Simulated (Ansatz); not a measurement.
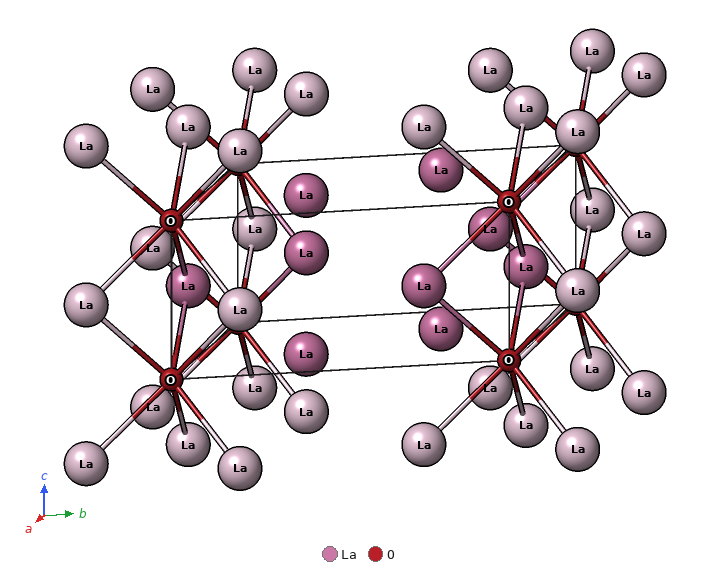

An orthographic ball-and-stick view of the structure, slightly off an axis. The frame is the conventional unit cell; atoms at its boundary are shown with their periodic copies. The bonded neighbours beyond the faces are included, in fainter colours. Cell: a = 7.79 Å, b = 7.79 Å, c = 3.50 Å, α = 90.00°, β = 90.00°, γ = 120.00°.

The structure was taken from a structure type filled with these elements by a generator (whether the compound takes this form wasn't checked). Earlier steps of the study, as a rule a relaxation of our own, may have changed the cell and positions, so they can lie some per cent off the listed ones. It was run through Ansatz as a DFT input.

Q: Summary of the structure:

A: Formula: La$_{5}$O. Space group: P-62m (No. 189). Lattice: primitive hexagonal. Atoms per cell: 6 (5 La, 1 O). O is linked to six La in a trigonal prismatic arrangement at about 2.6 Å. La takes two kinds of site: 3g with two O in a bent arrangement at about 2.6 Å; 2c with no bonds drawn. The bonds build La3O chains along [001]; some La atoms get no bond from the drawing's distance rule.

Level of theory and settings: DFT PBE, scalar-relativistic, plane waves, PAW in Ansatz, 420 eV cutoff, a 6×6×12 mesh of k-points, Gaussian smearing of 0.1 eV, no spin polarisation.

Q: Is it conducting or gapped at this level?

A: A metal: bands cross the Fermi level.

Q: State the Bader charges by element.

A: La -0.18 to +0.58 e; O -1.38 e.

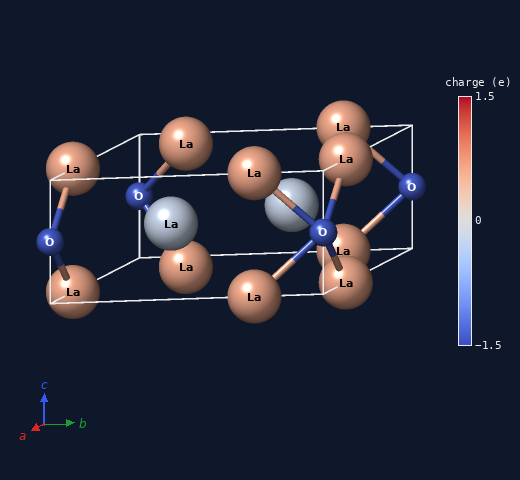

The atoms coloured by those charges. The run's cell of 6 atoms is drawn, so axes and origin can differ from the first picture.

Q: Does this geometry sit at a stationary point of the energy?

A: Yes. All forces vanish to within 0.01 eV/Å. The pressure is 0.0 GPa, close to zero.
